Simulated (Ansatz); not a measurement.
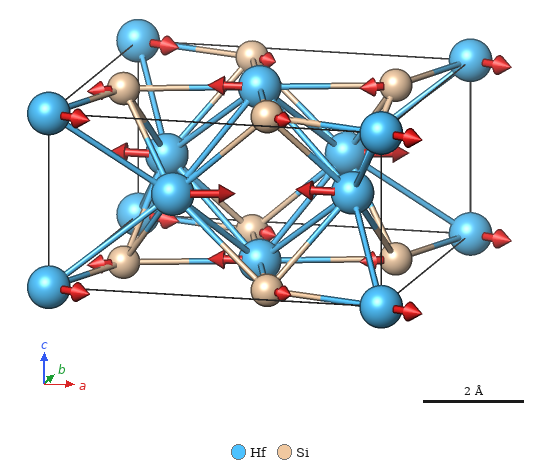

One vibrational mode of a crystal of Hf3Si2 at the zone centre. The red arrows give the relative displacements of the atoms. A ball-and-stick model of the cell of the calculation, seen slightly off an axis.

Theory: Ansatz 0.2.0, DFT LDA, scalar-relativistic, plane waves, PAW. Settings: plane-wave cutoff 420 eV; k-point mesh 6 × 6 × 10; occupations fermi dirac; smearing width 0.15 eV; no spin polarisation.

The frequencies depend somewhat on the k-mesh and the smearing.

Q: What mode is this, and where does it lie in the spectrum?

A: This is the E_u mode (doubly degenerate; one member of the set is drawn) at 3.68 THz, optical level 5 of 18, counted from below, infrared-active by symmetry. The kinetic energy is shared as Hf 97 %, Si 3 %. The crystal is a metal, so free carriers screen the infrared response.
